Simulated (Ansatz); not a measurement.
**What a change does: single-point calculation on TiO$_{2}$**

System: TiO$_{2}$ (I4₁/amd, 6 atoms in the cell).
Method of the first run: DFT, r2SCAN, PAW, plane waves, scalar-relativistic, spin-polarised (Ansatz 0.2.0).

The structure derives from an entry of the Crystallography Open Database. Text and figures count atoms from 1; the logs count them from 0 in places.

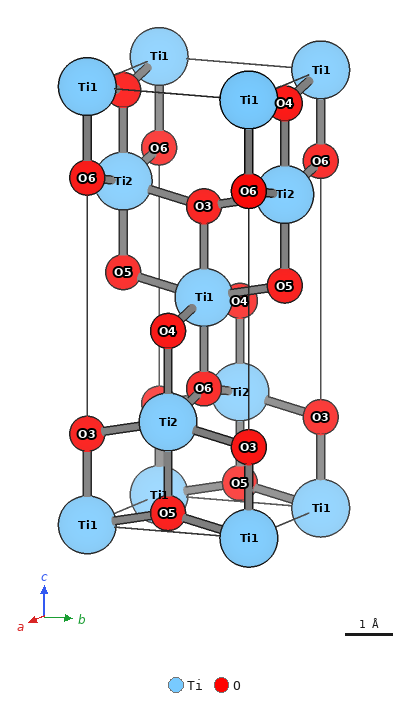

The input geometry (ball-and-stick view of the cell 2 times as large as that of the calculation, set on its symmetry axes, seen slightly off an axis; atoms are numbered from 1 in the order of the input). Near neighbours in the crystal (not all of them lie inside the picture): Ti has 6 O at 1.94 to 1.99 Å; O has 3 Ti at 1.94 to 1.99 Å.

Input file, the first run:
```yaml
crystal:
  lattice:
    - [-1.89855, 1.89855, 4.7895]
    - [1.89855, -1.89855, 4.7895]
    - [1.89855, 1.89855, -4.7895]
  atoms:
    - { symbol: Ti, position: [0.0, 0.0, 0.0] }
    - { symbol: Ti, position: [0.75, 0.25, 0.5] }
    - { symbol: O, position: [0.2078, 0.2078, 0.0] }
    - { symbol: O, position: [0.9578, 0.4578, 0.5] }
    - { symbol: O, position: [0.5422, 0.0422, 0.5] }
    - { symbol: O, position: [0.7922, 0.7922, 0.0] }
hamiltonian:
  xc: r2scan
  pseudopotentials: { kind: paw }
basis:
  ecutwfc: 500
kpoints:
  mp_grid: { grid: [5, 5, 6] }
scf:
  occupations: { method: fermi_dirac, width: 0.03 }
  lower_state_search: "off"
output:
  forces: true
  stress: true
magnetization:
  spin_polarized: true
```

Command:
```bash
ansatz run input.yaml --threads 2 --pin off --max-ram 5120MiB --backend cpu --events-out ev --progress --plain --runs-dir out
```

Hardware: 2 threads of Intel Xeon (Sapphire Rapids), 16 GiB of memory available, shared host.

Output, shortened to warnings, some set-up lines, iterations and results (the first run):
```
Warning: crystal.symmetry: narrowed to the stabiliser of the k-point mesh — unitary ops 16 → 4; excluded 12 operations that carry a point of the 5×5×6 mesh (shift [0, 0, 0]) off the mesh (the run samples exactly the mesh kpoints.mp_grid names, as under crystal.symmetry.detect: false, and its converged state has the mesh's symmetry, not the crystal's; ε∞, the Born charges and the force constants …
Basis set: ecut = 500 eV, 1701 PW (Γ), FFT grids on a1+a3, a2+a3, a3, exchange–correlation on 120×120×180 points (64 copies of the dense FFT grid, shifted against one another)
Symmetry: 4 space group operations
k-points: 48 of 150
Initial density: superposition of atomic densities (chi_scale 0.1, normalization cell, long waves kept (reshape's long-wave potential 0.00 eV rms))
[...]
SCF iter   1: F=-7290.770193 eV  HF=-7292.863216 eV  |F-HF|=2.09e0  |Δ(HF+E_count)|=         —  Δρ=3.80e-2 (↑3.80e-2 ↓3.80e-2)  dr2=4.22e0  dr2_τ=1.81e-1  dr2_m=0.00e0  …
SCF iter   2: F=-7290.917518 eV  HF=-7291.687468 eV  |F-HF|=7.70e-1  |Δ(HF+E_count)|=    1.18e0  Δρ=2.84e-2 (↑2.84e-2 ↓2.83e-2)  dr2=1.57e0  dr2_τ=8.11e-2  dr2_m=6.17e-2  …
SCF iter   3: F=-7292.350008 eV  HF=-7292.455279 eV  |F-HF|=1.05e-1  |Δ(HF+E_count)|=         —  Δρ=2.35e-2 (↑2.33e-2 ↓2.35e-2)  dr2=8.96e-1  dr2_τ=5.76e-2  dr2_m=5.19e-2  …
SCF iter   4: F=-7292.585001 eV  HF=-7292.556679 eV  |F-HF|=2.83e-2  |Δ(HF+E_count)|=         —  Δρ=1.31e-2 (↑1.31e-2 ↓1.31e-2)  dr2=3.49e-1  dr2_τ=5.78e-3  dr2_m=0.00e0  …
SCF iter   5: F=-7292.639046 eV  HF=-7292.599784 eV  |F-HF|=3.93e-2  |Δ(HF+E_count)|=   4.31e-2  Δρ=9.88e-3 (↑9.88e-3 ↓9.88e-3)  dr2=1.29e-1  dr2_τ=5.34e-3  dr2_m=0.00e0  …
SCF iter   6: F=-7292.624844 eV  HF=-7292.646506 eV  |F-HF|=2.17e-2  |Δ(HF+E_count)|=   4.67e-2  Δρ=5.59e-3 (↑5.59e-3 ↓5.59e-3)  dr2=7.56e-2  dr2_τ=1.31e-3  dr2_m=0.00e0  …
SCF iter   7: F=-7292.656508 eV  HF=-7292.656365 eV  |F-HF|=1.43e-4  |Δ(HF+E_count)|=   9.86e-3  Δρ=8.00e-4 (↑8.00e-4 ↓8.00e-4)  dr2=9.29e-4  dr2_τ=3.49e-5  dr2_m=0.00e0  …
SCF iter   8: F=-7292.657094 eV  HF=-7292.657156 eV  |F-HF|=6.25e-5  |Δ(HF+E_count)|=   7.92e-4  Δρ=3.00e-4 (↑3.00e-4 ↓3.00e-4)  dr2=1.22e-4  dr2_τ=6.40e-6  dr2_m=0.00e0  …
SCF iter   9: F=-7292.657144 eV  HF=-7292.657164 eV  |F-HF|=2.04e-5  |Δ(HF+E_count)|=   8.04e-6  Δρ=1.09e-4 (↑1.09e-4 ↓1.09e-4)  dr2=2.23e-5  dr2_τ=1.12e-6  dr2_m=0.00e0  …
SCF iter  10: F=-7292.657159 eV  HF=-7292.657160 eV  |F-HF|=1.01e-6  |Δ(HF+E_count)|=   4.70e-6  Δρ=2.58e-5 (↑2.58e-5 ↓2.58e-5)  dr2=1.15e-6  dr2_τ=1.99e-8  dr2_m=0.00e0  …
SCF iter  11: F=-7292.657159 eV  HF=-7292.657159 eV  |F-HF|=1.48e-8  |Δ(HF+E_count)|=   1.86e-7  Δρ=3.38e-6 (↑3.38e-6 ↓3.38e-6)  dr2=1.73e-8  dr2_τ=2.97e-10  dr2_m=0.00e0  …
SCF 1 converged in 11 iterations: F = -7292.657159 eV  dr2 = 1.73e-8
SCF converged after 11 iterations
Magnetization: 0.0000 μB (24.0000 up, 24.0000 down)
Absolute magnetization: 0.0000 μB (∫|ρ↑−ρ↓|)
Spin contamination: 0.0000 ħ² per cell (⟨S²⟩ above its minimum at these occupations)
Per-site moments (μB) at R_I (Å): [(0.0, 0.8007067099771434), (0.0, 0.8007067099771434), (0.0, 0.8007067099771434), (0.0, 0.8007067099771434), (0.0, 0.8007067099771435), (0.0, 0.8007067099771434)]
Free energy (F): -7292.657159 eV
Harris-Foulkes:  -7292.657159 eV  (|F-HF|=1.48e-8)
Internal energy: -7292.657159 eV  (E = F + TS)
E sigma→0 (E₀):  -7292.657159 eV
Fermi energy:    8.042901 eV
--- Per-component energies (eV) ---
  E_band       = -514.152350
  E_kinetic    = 1249.998974
  E_local      = -3583.541695  (includes V_loc(G=0)·N_el)
  E_nonlocal   = 191.832976
  E_hartree    = 1386.185227
  E_xc         = -482.323100
  E_vxc        = -692.784323  (∫ρ·V_xc dr)
  E_paw        = -2747.308145  (= ΣΔE_a)
  E_vpaw       = -497.907778  (= ΣTr[D̂ρ^β])
  E_aug_tail   = 0.004502  (compensation charges beyond the density's cutoff)
  E_vtau       = 45.871140  (kinetic-family band-sum trace: ∫τ·v_τ [+ j·A + Jᵃ·Aᵃ] dr)
  E_ewald      = -3306.871220
  E_core_change = -0.634678  (= ΣΔE_core)
  E_smearing   = -0.000000  (= −TS)
  E_closure    = -0.000000  (closes the sum)
  Σ components = -7292.657159   (vs F -7292.657159, Δ=0.00e0)
--- Forces (eV/Å), atoms counted from 1 ---
  atom   1  Ti    -0.00006170     0.00006170     0.00000000
  atom   2  Ti     0.00006170    -0.00006170     0.00000000
  atom   3  O     -0.00000558    -0.00003864    -0.06834163
  atom   4  O     -0.00003864    -0.00000558    -0.06834163
  atom   5  O      0.00000558     0.00003864     0.06834163
  atom   6  O      0.00003864     0.00000558     0.06834163
  max |Σ_I F_I| component: 0.00e0 eV/Å
--- Stress (GPa, compression-positive) ---
       -2.505484       0.000296      -0.000306
        0.000296      -2.505484      -0.000306
       -0.000306      -0.000306      -2.136694
  P = ⅓ Tr σ = -2.3826 GPa (-23.826 kbar)
```

For the second run the input was changed thus:
```diff
-    - { symbol: Ti, position: [0.0, 0.0, 0.0] }
-    - { symbol: Ti, position: [0.75, 0.25, 0.5] }
+    - { symbol: Ti, position: [0.0, 0.0, 0.0], spin: 1.0 }
+    - { symbol: Ti, position: [0.75, 0.25, 0.5], spin: 1.0 }
```

Predict how the results change.

The energy is the same within 0.01 meV per atom. The SCF takes 17 iterations against 11. On the same kind of shared host the second run took about 2.5 times as long.

Output, shortened to warnings, some set-up lines, iterations and results (the second run):
```
Warning: crystal.symmetry: narrowed to the stabiliser of the k-point mesh — unitary ops 16 → 4; excluded 12 operations that carry a point of the 5×5×6 mesh (shift [0, 0, 0]) off the mesh (the run samples exactly the mesh kpoints.mp_grid names, as under crystal.symmetry.detect: false, and its converged state has the mesh's symmetry, not the crystal's; ε∞, the Born charges and the force constants …
WARN: the starting moments were not kept: the SCF closed with an absolute magnetisation of 2.5e-6 μB, where they sum to 2 μB in size (2 sites). That is at most 0.1 of that sum. Measured as dr2_m measures the in/out step, that magnetisation stands 9.5e-13 eV from none, at or under the dr2_threshold of 1.0e-7 eV: it is no larger than a step whose dr2_m would equal this threshold. The system may …
Basis set: ecut = 500 eV, 1701 PW (Γ), FFT grids on a1+a3, a2+a3, a3, exchange–correlation on 120×120×180 points (64 copies of the dense FFT grid, shifted against one another)
Symmetry: 4 space group operations
k-points: 48 of 150
Initial density: superposition of atomic densities (chi_scale 0.1, normalization cell, long waves kept (reshape's long-wave potential 0.00 eV rms))
[...]
SCF iter   1: F=-7290.755400 eV  HF=-7292.359802 eV  |F-HF|=1.60e0  |Δ(HF+E_count)|=         —  Δρ=6.16e-2 (↑6.16e-2 ↓5.23e-2)  dr2=4.18e0  dr2_τ=2.26e-1  dr2_m=1.16e0  …
SCF iter   2: F=-7292.321710 eV  HF=-7292.212545 eV  |F-HF|=1.09e-1  |Δ(HF+E_count)|=   1.47e-1  Δρ=4.19e-2 (↑3.02e-2 ↓4.19e-2)  dr2=8.81e-1  dr2_τ=6.15e-2  dr2_m=5.54e-1  …
SCF iter   3: F=-7292.582267 eV  HF=-7292.385388 eV  |F-HF|=1.97e-1  |Δ(HF+E_count)|=   1.73e-1  Δρ=2.66e-2 (↑2.66e-2 ↓2.56e-2)  dr2=3.45e-1  dr2_τ=1.12e-2  dr2_m=3.16e-1  …
SCF iter   4: F=-7292.635957 eV  HF=-7292.555891 eV  |F-HF|=8.01e-2  |Δ(HF+E_count)|=   1.71e-1  Δρ=1.77e-2 (↑1.77e-2 ↓1.75e-2)  dr2=3.23e-2  dr2_τ=5.27e-3  dr2_m=1.73e-1  …
SCF iter   5: F=-7292.644593 eV  HF=-7292.609065 eV  |F-HF|=3.55e-2  |Δ(HF+E_count)|=   5.32e-2  Δρ=1.31e-2 (↑1.31e-2 ↓1.18e-2)  dr2=5.55e-3  dr2_τ=1.88e-3  dr2_m=9.73e-2  …
[... 8 lines ...]
SCF iter  14: F=-7292.657159 eV  HF=-7292.657159 eV  |F-HF|=4.30e-9  |Δ(HF+E_count)|=   9.11e-8  Δρ=3.66e-6 (↑3.66e-6 ↓2.77e-6)  dr2=5.78e-9  dr2_τ=3.61e-10  dr2_m=5.14e-9  …
SCF iter  15: F=-7292.657159 eV  HF=-7292.657159 eV  |F-HF|=2.25e-9  |Δ(HF+E_count)|=   6.52e-9  Δρ=1.47e-6 (↑1.47e-6 ↓1.44e-6)  dr2=3.67e-11  dr2_τ=5.00e-11  dr2_m=1.32e-9  …
SCF iter  16: F=-7292.657159 eV  HF=-7292.657159 eV  |F-HF|=1.93e-10  |Δ(HF+E_count)|=   2.71e-9  Δρ=4.78e-7 (↑4.78e-7 ↓4.64e-7)  dr2=2.58e-12  dr2_τ=4.30e-12  dr2_m=1.39e-10 …
SCF iter  17: F=-7292.657159 eV  HF=-7292.657159 eV  |F-HF|=1.36e-11  |Δ(HF+E_count)|=  2.43e-10  Δρ=1.04e-7 (↑8.96e-8 ↓1.04e-7)  dr2=3.60e-13  dr2_τ=3.59e-13  dr2_m=5.75e-12 …
SCF 1 converged in 17 iterations: F = -7292.657159 eV  dr2 = 3.60e-13
this state was not tested for a lower state beside it, because the mixer in use, unlike msr1, does not test its closes by its own steps (another_mixer; see scf.mixing.algorithm and scf.lower_state_search)
SCF converged after 17 iterations
Magnetization: 0.0000 μB (24.0000 up, 24.0000 down)
Absolute magnetization: 0.0000 μB (∫|ρ↑−ρ↓|, with the PAW one-centre terms)
Spin contamination: 0.0000 ħ² per cell (⟨S²⟩ above its minimum at these occupations)
Per-site moments (μB) at R_I (Å): [(2.946425510970169e-7, 0.8007067099771434), (2.9464255127808604e-7, 0.8007067099771434), (-1.8089664160492777e-7, 0.8007067099771434), (-1.8089664162828886e-7, 0.8007067099771434), (-1.8089664151043357e-7, 0.8007067099771435), (-1.80896641584243e-7, …
Free energy (F): -7292.657159 eV
Harris-Foulkes:  -7292.657159 eV  (|F-HF|=1.36e-11)
Internal energy: -7292.657159 eV  (E = F + TS)
E sigma→0 (E₀):  -7292.657159 eV
Fermi energy:    8.042871 eV
--- Per-component energies (eV) ---
  E_band       = -514.153916
  E_kinetic    = 1249.998679
  E_local      = -3583.543781  (includes V_loc(G=0)·N_el)
  E_nonlocal   = 191.833420
  E_hartree    = 1386.187232
  E_xc         = -482.322790
  E_vxc        = -692.783906  (∫ρ·V_xc dr)
  E_paw        = -2747.308523  (= ΣΔE_a)
  E_vpaw       = -497.908397  (= ΣTr[D̂ρ^β])
  E_aug_tail   = 0.004502  (compensation charges beyond the density's cutoff)
  E_vtau       = 45.871126  (kinetic-family band-sum trace: ∫τ·v_τ [+ j·A + Jᵃ·Aᵃ] dr)
  E_ewald      = -3306.871220
  E_core_change = -0.634678  (= ΣΔE_core)
  E_smearing   = -0.000000  (= −TS)
  E_closure    = -0.000000  (closes the sum)
  Σ components = -7292.657159   (vs F -7292.657159, Δ=0.00e0)
--- Forces (eV/Å), atoms counted from 1 ---
  atom   1  Ti    -0.00006492     0.00006492     0.00000000
  atom   2  Ti     0.00006492    -0.00006492     0.00000000
  atom   3  O     -0.00000555    -0.00003719    -0.06834251
  atom   4  O     -0.00003719    -0.00000555    -0.06834251
  atom   5  O      0.00000555     0.00003719     0.06834251
  atom   6  O      0.00003719     0.00000555     0.06834251
  max |Σ_I F_I| component: 0.00e0 eV/Å
--- Stress (GPa, compression-positive) ---
       -2.505405       0.000296      -0.000316
        0.000296      -2.505405      -0.000316
       -0.000316      -0.000316      -2.136554
  P = ⅓ Tr σ = -2.3825 GPa (-23.825 kbar)
```

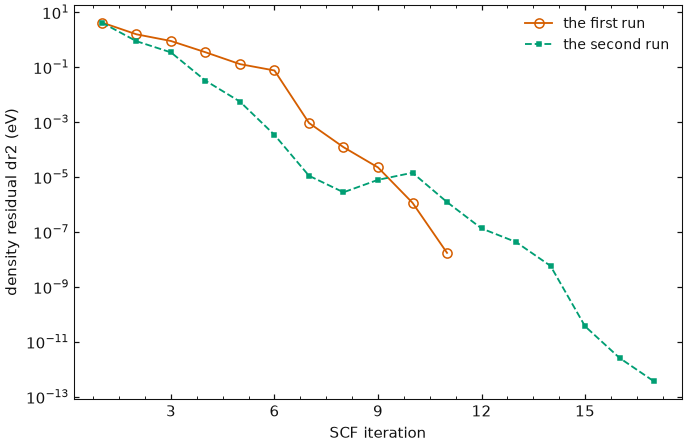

Convergence of the two runs: density residual dr2 against the SCF iteration. The first run takes 11 iterations in all, and the second run takes 17.

The two runs side by side:

| quantity | the first run | the second run |
| --- | --- | --- |
| outcome | converged | converged |
| free energy per atom (eV) | −1215.4429 | −1215.4429 |
| net moment of the cell (μB) | 0.00 | 0.00 |
| absolute moment of the cell (μB) | 0.00 | 0.00 |
| pressure (GPa) | −2.38 | −2.38 |
| largest force (eV/Å) | 0.068 | 0.068 |
| SCF iterations | 11 | 17 |
| irreducible k-points | 48 | 48 |
| plane waves at Γ | 1701 | 1701 |
| wall time (shared host) | 8 s | 20 s |

For the first run: Warnings: spin is on but no starting moments are given; the k-point mesh lowers the symmetry that the run can use. For the second run: Warnings: some starting moments were not kept; the state was not tested for a lower one; the k-point mesh lowers the symmetry that the run can use.
